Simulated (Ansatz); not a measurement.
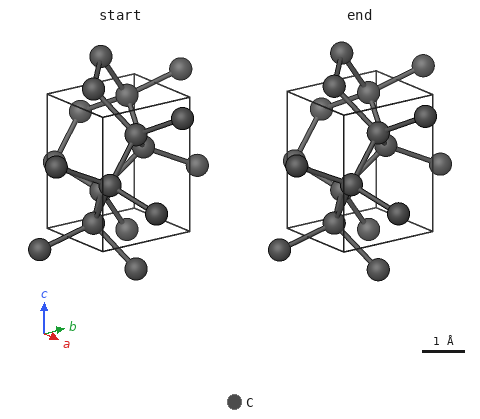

The structure of solid C (a generated structure, set up in P6_122) (coarse preliminary run) before (left) and after (right) a relaxation, at one scale.

A ball-and-stick model of the cell of the calculation, seen slightly off an axis.

Method: DFT PBE, scalar-relativistic, plane waves, PAW (Ansatz). Set-up: plane-wave cutoff 420 eV; k-point mesh 6 × 6 × 6; occupations gaussian; smearing width 0.1 eV; no spin polarisation; cell and atoms relaxed; force threshold 0.04 eV/Å; at most 70 steps.

> Summarise the run.

The largest moves relative to the cell, 0.009 Å, are those of C atoms. The volume changes by +6.3 %, with a = b 3.498 → 3.572 Å (+2.1 %), c 3.312 → 3.377 Å (+2.0 %). Near-neighbour distances that change, for instance: C–C 1.518 → 1.560 Å. The space group stays P6_122 (No. 178). Over 5 accepted moves (7 points after the start) the energy falls by 33.3 meV per atom. Largest force component: 0.68 eV/Å at the start, under 0.0001 eV/Å at the end. Pressure: 27.95 GPa at the start and 0.02 GPa at the end. The SCF was repeated twice at an unchanged geometry on a basis and grid sized afresh for the cell, which shifted the energy by 2.8 meV per atom at most.
